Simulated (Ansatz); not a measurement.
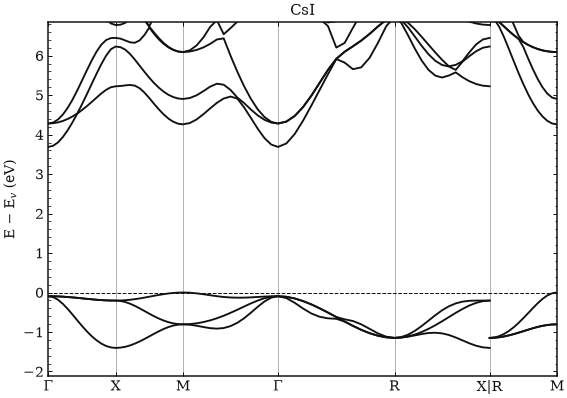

Band structure. Energies are counted from the top of the valence band.

Question: What lattice type does the k path imply?

Answer: A simple cubic lattice: the path Γ–X–M–Γ–R–X|R–M runs through the special points of its Brillouin zone.

Calculation on CsI, space group Pm-3m, 2 atoms in the cell; a = 4.67 Å, b = 4.67 Å, c = 4.67 Å, α = 90.00°, β = 90.00°, γ = 90.00°.

Level of theory: DFT PBE, scalar-relativistic, plane waves, PAW, no spin polarisation, 6×6×6 k mesh, Gaussian smearing of 0.02 eV; code Ansatz 0.2.0.

Question: Read off the fundamental gap and say whether it is direct.

Answer: The material is gapped. The gap along this path is 3.69 eV and indirect, from the valence-band top at M to the conduction-band bottom at Γ; the smallest direct gap is 3.78 eV, at Γ.

Question: How many bands meet at the valence-band top?

Answer: The top valence level at M is a single band, not degenerate (spin aside).

Spin-orbit coupling is left out, which matters for I.
